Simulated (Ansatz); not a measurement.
System: C₂O₃, space group Pn-3m (No. 224) (one of a set of cubic test structures, which need not be the stable phase).

How it was computed, with Ansatz 0.2.0 development build: equation of state of a cubic crystal from periodic Kohn-Sham density functional theory without spin, third-order Birch-Murnaghan fit to the free energies; pressure corrected for the finite basis. Level: PBE.

structure type cubic X2O3; atoms in cell 10; space group number 224; lattice centring simple cubic; k mesh 25×25×25; occupation method Fermi–Dirac; occupation width 0.06123 eV; wave cutoff 420 eV; datasets soft-1 PAW; density tolerance 1e−07 eV; bands 36; density cutoff ratio 4; search for lower states default.

Describe the result: the energy above the lowest point and pressure against volume. The volume takes the values 7.9460, 8.1151, 8.2841, 8.4532, 8.6223, 8.7913, 8.9604 Å³/atom.

A third-order Birch–Murnaghan fit gives V0 = 8.45 Å³/atom, B0 = 150 GPa and B′ = 4.2. The energy above the lowest point is 15.9 meV/atom at volume 7.9460 Å³/atom and 12.7 meV/atom at 8.9604 Å³/atom; the lowest computed point is at volume 8.4532 Å³/atom (0.0 meV/atom). The pressure falls from 10.6 GPa at volume 7.9460 Å³/atom to −7.7 GPa at 8.9604 Å³/atom, and changes sign near 8.45 Å³/atom.

| volume (Å³/atom) | energy above the lowest point (meV/atom) | pressure (GPa) |
| --- | --- | --- |
| 7.9460 | 15.9 | 10.6 |
| 8.1151 | 6.9 | 6.7 |
| 8.2841 | 1.7 | 3.2 |
| 8.4532 | 0.0 | 0.0 |
| 8.6223 | 1.5 | −2.8 |
| 8.7913 | 5.8 | −5.4 |
| 8.9604 | 12.7 | −7.7 |

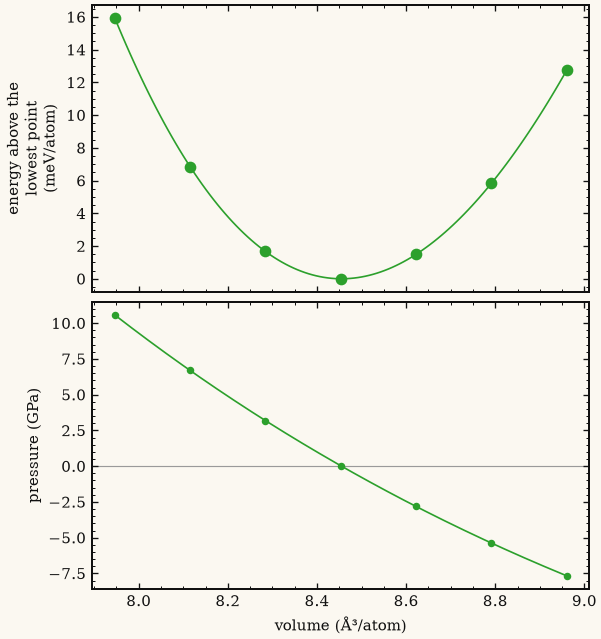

Note: cubic model structure, not the ambient form.
